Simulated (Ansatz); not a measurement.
AlN (space group Fm-3m, No. 225). Coordinates: the geometry relaxed with DFT, PBE, PAW with Ansatz's default frozen-core files, scalar-relativistic in Ansatz; the starting structure was generated, so it need not be a known form of this composition.

```xyz
8
Lattice="4.0705 0.0000 0.0000 0.0000 4.0705 0.0000 0.0000 0.0000 4.0705" Properties=species:S:1:pos:R:3 pbc="T T T"
Al    0.0000    0.0000    0.0000
N     2.0353    0.0000    0.0000
Al    0.0000    2.0353    2.0353
N     2.0353    2.0353    2.0353
Al    2.0353    0.0000    2.0353
N     0.0000    0.0000    2.0353
Al    2.0353    2.0353    0.0000
N     0.0000    2.0353    0.0000
```

Bonds are taken as Al–N below 2.3 Å. The graph is simplified in the usual way: terminal and isolated atoms are pruned, two-connected atoms become edges.

What net does this leave?

The result is a uninodal 6-connected, three-periodic net: Al and N are 6-connected nodes. It is the pcu net, known from NaCl, ReO3 and the B-X framework of perovskite. It is a single net, without interpenetration.

```json
{"node": "Al and N", "links": "6", "point symbol": "4^12.6^3", "coordination sequence": "6 18 38 66 102 146"}
```

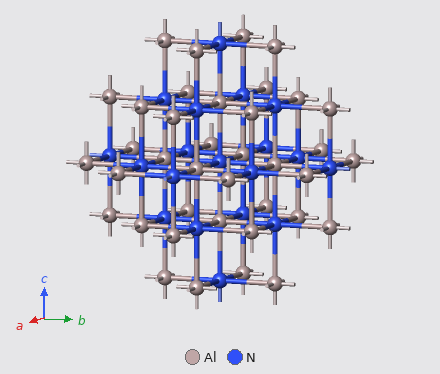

Nodes are coloured by element. Edges to nodes outside the piece are drawn as stubs.
